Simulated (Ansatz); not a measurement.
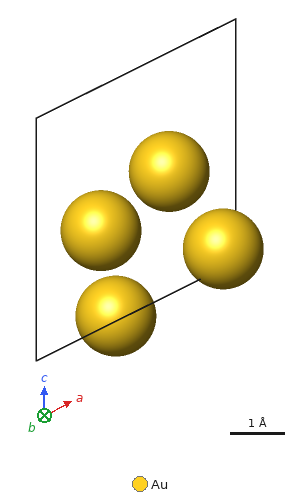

Starting frame of a dynamics run of a 4-atom cell of Au. Style: spheres-only. Shown: the simulation cell, along the b axis.

These are results of DFT, PAW plane waves, PBE in Ansatz, not measurements.

Input file:
```yaml
crystal:
  lattice:
    - [-4.178382, -0.0319, -0.002123]
    - [0.002123, -0.026541, 4.195868]
    - [-2.05623, 4.041686, 2.070332]
  atoms:
    - { symbol: Au, position: [0.93635, 0.026567, 0.077831] }
    - { symbol: Au, position: [0.398504, 0.409662, 0.021388] }
    - { symbol: Au, position: [0.324121, 0.791735, 0.403977] }
    - { symbol: Au, position: [0.665656, 0.221752, 0.50798] }
kpoints:
  mp_grid: { grid: [4, 4, 4] }
magnetization:
  spin_polarized: false
scf:
  occupations: { method: cold, width: 0.15 }
hamiltonian:
  pseudopotentials: { kind: paw }
  xc: pbe
basis:
  ecutwfc: 420
md:
  timestep: 1.0
  n_steps: 60
  ensemble: nve
  temperature: 600.0
  initial_velocities: maxwell_boltzmann
  seed: 880030
```

Command:
```bash
ansatz run input.yaml --threads 2 --pin off --max-ram 2560MiB --backend cpu --events-out ev --progress --plain --runs-dir out
```

### Predict how the run goes.

Over the second half the temperature averages 8857 K (spread ±667 K). The starting point lies high in potential energy, and that energy turns into motion. The potential energy in the second half lies on average 801 meV per atom below the first frame. The first frame is far from relaxed (forces up to 8.2 eV/Å), so much of the motion is the structure settling. In the second half of the run the atoms are, in the root-mean-square, this far from where they began (common drift taken out): Au 0.30 Å. The run lasts only 60 fs, too short to tell vibration from diffusion. The total energy stays between −0.19 and 0.00025 meV per atom of its start. A straight-line fit has a slope that amounts to −0.17 meV per atom over 60 fs (under 0.1 % of the mean kinetic energy), and the ripple about it is under 0.1 % of the kinetic energy's fluctuation. With a drift under 2 % and a ripple under 7 %, the integration is accurate.

Along the run (each row but the first and the last is the mean over the interval that it begins):

```
time (fs)  potential energy (meV/atom)  T (K)
      0.0                          0.0    600
      6.0                        -89.2   1519
     12.0                       -225.8   2928
     18.0                       -390.7   4629
     24.0                       -551.3   6285
     30.0                       -684.9   7663
     36.0                       -780.7   8651
     42.0                       -836.8   9230
     48.0                       -855.8   9426
     54.0                       -841.6   9279
     60.0                       -820.3   9060
```

The paths of the atoms, magnified 2 times:

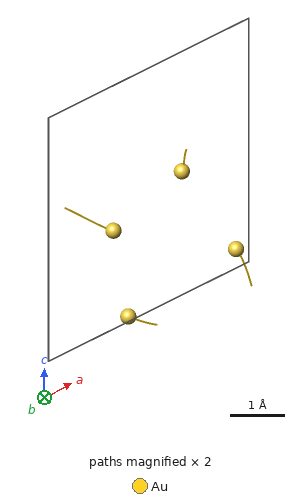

Limits of the set-up: the k-point mesh is coarse for a cell with partly filled bands.

Cost: 2.7 min on 2 threads of Arm Neoverse V1, with other jobs on the host, peak memory 0.41 GiB.
